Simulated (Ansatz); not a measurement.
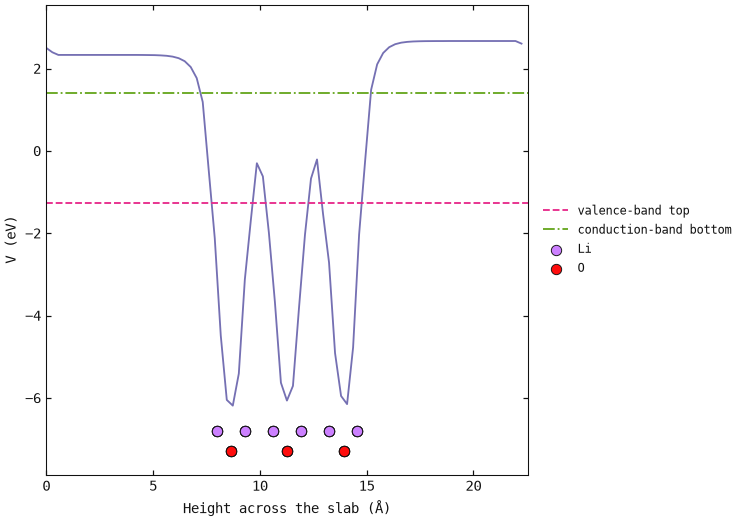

Plane-averaged electrostatic potential energy of an electron across the slab; circles at the bottom mark the heights of the atoms (positions after relaxation).

Calculation on a (111) slab cut from Li2O (Fm-3m), ended by Li planes, 36 atoms in the cell.

Computed with Ansatz: DFT PBE+D3(BJ), scalar-relativistic, plane waves, PAW, no spin polarisation, 3×3×1 k mesh, Gaussian smearing of 0.05 eV.

### What are the ionisation potential and the electron affinity of the slab?

From the vacuum level at the right face the ionisation potential is 3.93 eV and the electron affinity 1.27 eV; at the left face they are 3.59 and 0.94 eV. The slab's gap, their difference before rounding, is 2.65 eV.

### Do the two faces differ, and what does that say about the slab's dipole?

The vacuum levels differ by 0.34 eV, so the slab carries a dipole along its normal. Some atoms were held fixed in the relaxation, which can itself make the faces differ.

### How thick are slab and vacuum?

The outermost atoms are 6.5 Å apart, which leaves 16.0 Å of vacuum in a cell 22.5 Å high.
